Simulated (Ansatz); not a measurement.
## A series of single points on TiAl

System: TiAl (Pm, 2 atoms in the cell).
Method: DFT PBE, scalar-relativistic, plane waves, PAW, no spin polarisation (Ansatz 0.2.0).

The 5 runs differ only in the geometry, by a shift of atoms along one path in a fixed cell. The shift s is measured from run 3: Al2 moves along the Cartesian direction (−1.00, 0.00, 0.00), and Ti1 with it in fixed proportion. The structure derives from an entry of the Crystallography Open Database.

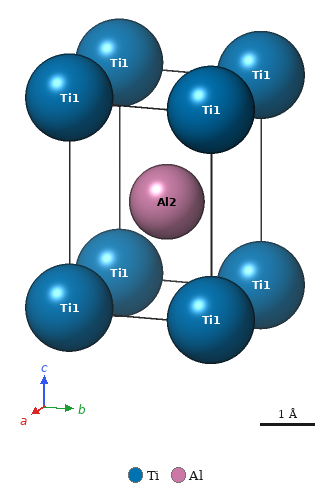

Figure 1. The structure of run 3 (spheres-only view of the cell of the calculation, seen slightly off an axis; atoms are numbered from 1 in the order of the input).

## Input of run 3
```yaml
crystal:
  lattice:
    - [2.8220029273, 0.0, 0.0]
    - [0.0, 2.8220029273, 0.0]
    - [0.0, 0.0, 4.07684145]
  atoms:
    - { symbol: Ti, position: [0.0134227751, 0.0, 0.0201864306] }
    - { symbol: Al, position: [0.476187126, 0.5, 0.4641879622] }
basis:
  ecutwfc: 520.0
kpoints:
  mp_grid: { grid: [16, 16, 12] }
hamiltonian:
  xc: pbe
scf:
  occupations: { method: gaussian, width: 0.15 }
output:
  forces: true
  stress: true
  eigenvalues: true
```

Command:
```bash
ansatz run input.yaml --threads 1 --pin off --max-ram 2048MiB --backend cpu --events-out ev --progress --plain --runs-dir out
```

Lattice vectors (Å) and fractional positions of run 3:
```
   2.822003    0.000000    0.000000
   0.000000    2.822003    0.000000
   0.000000    0.000000    4.076841
Ti  0.013423  0.000000  0.020186
Al  0.476187  0.500000  0.464188
```

Run 2 differs from it as follows:
```diff
-    - { symbol: Ti, position: [0.0134227751, 0.0, 0.0201864306] }
-    - { symbol: Al, position: [0.476187126, 0.5, 0.4641879622] }
+    - { symbol: Ti, position: [0.0067113875, 0.0, 0.0201864306] }
+    - { symbol: Al, position: [0.488093563, 0.5, 0.4641879622] }
```

## Results, with one run withheld

| run | shift s of Al2 (Å) | free energy per atom, from the lowest run given (meV) | pressure (GPa) | force along the path (eV/Å) |
| --- | --- | --- | --- | --- |
| 1 | −0.0672 | 0.00 | 2.40 | 0.000 |
| 2 | −0.0336 | ? | ? | ? |
| 3 | 0.0000 | 13.68 | 2.69 | −0.812 |
| 4 | 0.0336 | 30.67 | 3.05 | −1.210 |
| 5 | 0.1008 | 84.26 | 4.18 | −1.971 |

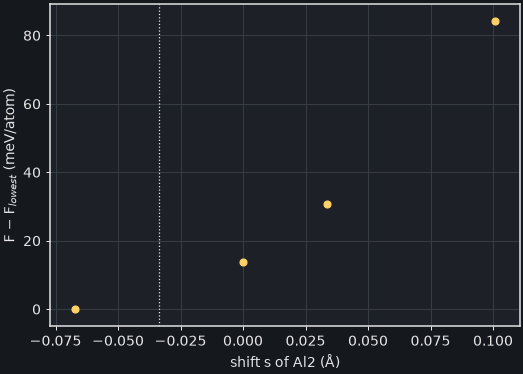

Figure 2. Free energy per atom of the runs given; the dotted line marks run 2.

Estimate the energy of run 2 from the others.

A quadratic polynomial in the coordinate, fitted to the 4 runs given, misses them by at most 0.07 meV per atom. With x = s − 0.0168, it reads F = 21.344 + 501.71 x + 2945.9 x² (meV per atom). At run 2 it gives 3.54 meV per atom, and the run itself gives 3.43. The slope of the fit gives a force −dF/ds of −0.410 eV/Å along the path (summed over the atoms that move), and the printed forces give −0.408 eV/Å. The fit has no minimum inside this range.

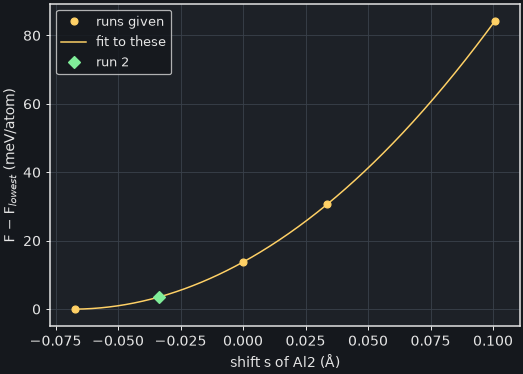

Figure 3. The fit and the withheld run.

## Output, shortened to warnings, some set-up lines, iterations and results (run 2)
```
Basis set: ecut = 520 eV, 879 PW (Γ), exchange–correlation on 48×48×64 points (8 copies of the dense FFT grid, shifted against one another)
Symmetry: 2 space group operations
k-points: 882 of 3072 (time reversal used)
Initial density: superposition of atomic densities (neutral atoms: chi_scale 0, normalization atom), corrected by the library's trained network
[...]
SCF iter   1: F=—  HF=-3037.832554 eV  |F-HF|=—  |Δ(HF+E_count)|=         —  Δρ=3.32e-3  dr2=3.47e-3  ethr=1.77e-3  ⟨swp⟩=4.9  Hψ=52900  notcnv=0
SCF iter   2: F=—  HF=-3037.832268 eV  |F-HF|=—  |Δ(HF+E_count)|=   2.86e-4  Δρ=2.01e-3  dr2=1.58e-3  ethr=2.31e-5  ⟨swp⟩=1.0  Hψ=17643  notcnv=0
SCF iter   3: F=—  HF=-3037.832145 eV  |F-HF|=—  |Δ(HF+E_count)|=   1.23e-4  Δρ=3.98e-4  dr2=9.68e-5  ethr=1.05e-5  ⟨swp⟩=2.0  Hψ=12927  notcnv=0
SCF iter   4: F=—  HF=-3037.832114 eV  |F-HF|=—  |Δ(HF+E_count)|=   3.08e-5  Δρ=1.01e-4  dr2=6.34e-6  ethr=6.45e-7  ⟨swp⟩=2.2  Hψ=14905  notcnv=0
SCF iter   5: F=—  HF=-3037.832113 eV  |F-HF|=—  |Δ(HF+E_count)|=   1.31e-6  Δρ=2.89e-5  dr2=2.62e-7  ethr=4.22e-8  ⟨swp⟩=2.1  Hψ=12938  notcnv=0
SCF iter   6: F=-3037.832113 eV  HF=-3037.832113 eV  |F-HF|=2.50e-9  |Δ(HF+E_count)|=   2.10e-8  Δρ=5.11e-6  dr2=7.17e-9  ethr=6.67e-10  ⟨swp⟩=4.2  Hψ=31183  notcnv=0
SCF 1 converged in 6 iterations: F = -3037.832113 eV  dr2 = 7.17e-9
SCF converged after 6 iterations
Free energy (F): -3037.832113 eV
Harris-Foulkes:  -3037.832113 eV  (|F-HF|=2.50e-9)
Internal energy: -3037.812066 eV  (E = F + TS)
E sigma→0 (E₀):  -3037.822090 eV
Entropy (-TS):   -0.020047 eV (-10.024 meV/atom)
Fermi energy:    10.969593 eV
--- Per-component energies (eV) ---
  E_band       = -164.866012
  E_kinetic    = 297.157242
  E_local      = -1085.680749  (includes V_loc(G=0)·N_el)
  E_nonlocal   = 19.334145
  E_hartree    = 465.849667
  E_xc         = -137.925387
  E_vxc        = -151.853467  (∫ρ·V_xc dr)
  E_paw        = -1515.715410  (= ΣΔE_a)
  E_vpaw       = -175.521699  (= ΣTr[D̂ρ^β])
  E_aug_tail   = 0.000052  (compensation charges beyond the density's cutoff)
  E_ewald      = -1080.831625
  E_smearing   = -0.020047  (= −TS)
  E_closure    = -0.000000  (closes the sum)
  Σ components = -3037.832113   (vs F -3037.832113, Δ=0.00e0)
--- Forces (eV/Å), atoms counted from 1 ---
  atom   1  Ti    -0.26063045     0.00000000    -1.38632540
  atom   2  Al     0.26063060     0.00000000     1.38636989
  max |Σ_I F_I| component: 4.45e-5 eV/Å
--- Stress (GPa, compression-positive) ---
        2.364524       0.000000       0.993485
        0.000000       2.419333       0.000000
        0.993484       0.000000       2.633974
  P = ⅓ Tr σ = 2.4726 GPa (24.726 kbar)
```
